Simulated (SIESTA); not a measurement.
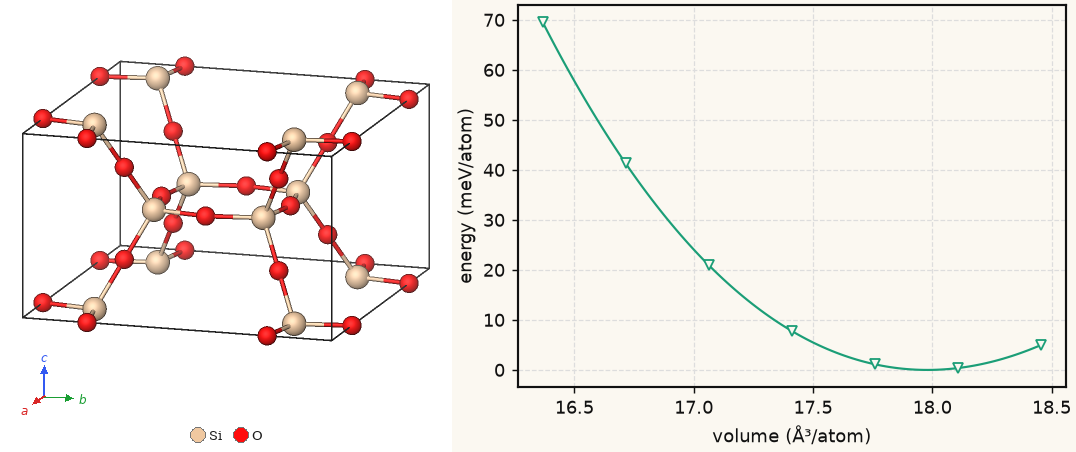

The plot gives the computed energy against volume for SiO₂, space group I4/mmm (No. 139). The conventional cell is drawn beside the plot.

Cell as given: a = 6.842 Å, b = 6.842 Å, c = 6.842 Å, α = 98.38°, β = 98.38°, γ = 135.12°; 12 atoms.

Computed with SIESTA 5.4.2: DFT in numerical atomic orbitals with pseudopotentials, no spin polarisation; energies at scaled volumes of the given cell, shape and fractions fixed, counted from the fit's minimum, third-order Birch-Murnaghan fit. Level: PBEsol.

- k mesh: 4×4×4
- occupations: Fermi–Dirac
- smearing width: 0.05 eV
- potentials: PseudoDojo 0.4 standard, converted to PSML, two zetas on semicore shells
- program settings: basis DZP, mesh cutoff 800 Ry

This calculation gives: equilibrium volume 17.98 Å³/atom and bulk modulus 132 GPa.

Now the level changes from PBEsol to LDA. Predict the effect.

The equilibrium volume falls from 17.98 to 17.52 Å³/atom (−2.6 %) and the bulk modulus rises from 132 to 139 GPa (+5.3 %).

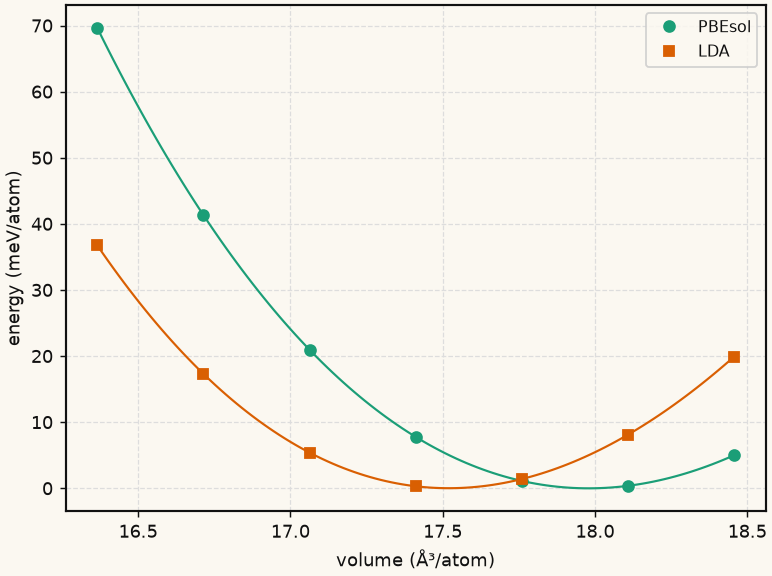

The two results together.

For both, limits of the calculation: mulliken charges of long orbitals; shape and atomic fractions are frozen while scaling, which makes layered, chain and framework solids too stiff.

V0 and the bulk modulus come from third-order Birch–Murnaghan fits.
